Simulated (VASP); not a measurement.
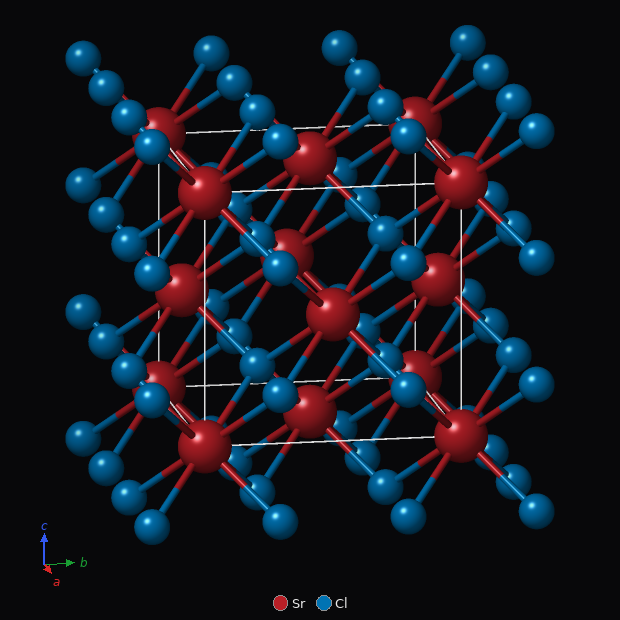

SrCl2 (space group Fm-3m, No. 225). Coordinates: coordinates from a relaxation with VASP Kohn-Sham DFT of a periodic cell, HSE06, VASP PAW PBE potentials, recommended in VASP 6.6.1.

Bonds are taken as Cl–Sr below 3.4 Å; no other contact counts. Atoms with one bond or none are removed and atoms with two bonds are replaced by edges, until no such atom is left.

Question: What kind of net remains, and which atoms are its nodes?

Answer: A binodal (4,8)-connected, three-periodic net: Cl is a 4-connected node; Sr is an 8-connected node, in the ratio 2:1.

Question: Which named net is it?

Answer: It is the flu net, known from fluorite.

Question: Is the net interpenetrated?

Answer: It is a single net, without interpenetration.

Question: Give the point symbol of each node (shortest cycle at each angle).

Answer: Cl: 4⁶; Sr: 4¹²·6¹²·8⁴.

Question: Give the first ten terms of the coordination sequence (nodes one, two, three … edges away).

Answer: Cl: 4, 22, 24, 82, 64, 182, 124, 322, 204, 502; Sr: 8, 12, 48, 42, 128, 92, 248, 162, 408, 252.
